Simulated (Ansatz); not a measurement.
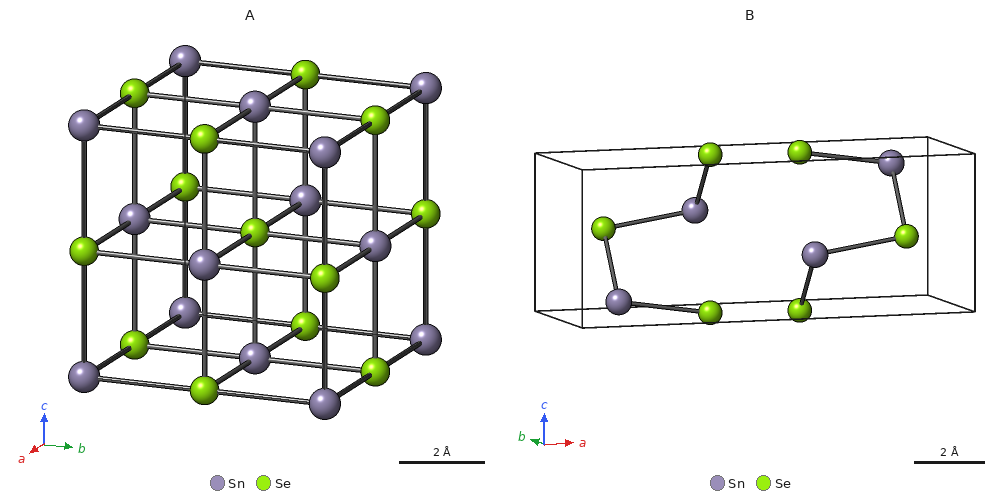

Two structures of SnSe, each relaxed (cell and atoms) at zero pressure; conventional cells in solid outline, small ones repeated, each panel with its own scale. Alike in all runs: Ansatz 0.2.0; functional BLYP; dispersion D4; potentials Ansatz PAW; cutoff 420 eV; occupations fermi-dirac, width 0.05 eV; no spin polarisation; no spin-orbit coupling. The k meshes have like spacings.

**Give the type and space group of each panel.**

A: rock salt (NaCl type), Fm-3m; B: 8 atoms a cell on a primitive orthorhombic lattice, Pnma.

**Rank them by energy, lowest first.**

B, then A (+26 meV/atom), static energies at zero smearing.

**Collect the results in a table.**

| panel | space group | E − E(lowest) (meV/atom) | volume (Å³/atom) | gap (eV) |
| --- | --- | --- | --- | --- |
| B | Pnma | 0 | 28.5 | 0.79 |
| A | Fm-3m | 26 | 29.7 | 0.07 |

The starts are database entries or structure types tried for this composition, and the most stable form need not be among them. Approximate functionals can misorder forms that lie within a few tens of meV/atom, as they do the rutile and anatase forms of TiO₂. Gaps are the least found on the k-mesh, which misses some points of high symmetry; where the band edges lie there, the true gap is smaller, at times by an eV.

Caveat: the plane-wave basis is chosen anew once the cell has moved, so the energies of steps on either side of that aren't comparable; semilocal functionals give gaps below the measured ones; gaps of a few tenths of an eV or less are fragile: at this level of theory the bands may already be inverted off the mesh, while measured gaps, where the compound is known, are often wider than semilocal functionals give.
